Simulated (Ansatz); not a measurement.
Structure (in its standard cell), coordinates from a relaxation with DFT, LDA (PW92), plane waves (420 eV) with PAW, scalar-relativistic (Ansatz 0.2.0); the starting structure was generated, so it need not be a known form of this composition:

```
Ta
1.0
     2.83555    0.00000    0.00000
    -1.41778    2.45566    0.00000
     0.00000    0.00000    5.07578
Ta
2
Direct
  0.33333 0.66667 0.25000
  0.66667 0.33333 0.75000
```

Q: Predict the [210] zone-axis pattern (200 kV, kinematic, B = 0.5 Å²).

A: The spots form a rectangular net whose two shortest vectors correspond to d = 2.54 Å and 1.42 Å, 90.0° apart. They are 0 0 2 and 1 -2 0. The pattern has symmetry 2mm. A glide plane extinguishes reflections such as 1 -2 -1, 1 -2 1, 1 -2 -3; a screw axis and a glide plane both extinguish reflections such as 0 0 1, 0 0 3, 0 0 5.

Strongest reflections with d > 0.80 Å, one of each family (|F|² from tabulated Gaussian fits of the electron scattering factors, times a small damping for the curvature of the Ewald sphere):

```
   hkl  d (Å)  I (strongest = 100)
 0 0 2  2.538                  100
1 -2 0  1.418                   34
 0 0 4  1.269                   26
1 -2 2  1.238                   25
1 -2 4  0.946                   12
 0 0 6  0.846                    8
```

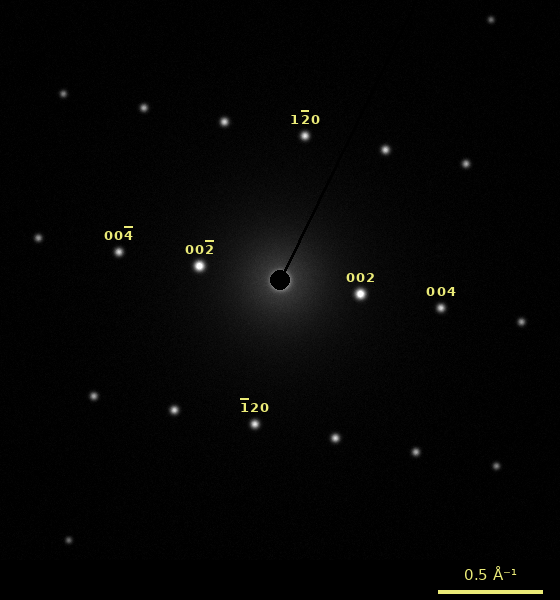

Calculated pattern, seen from the source side with [210] pointing towards the source.
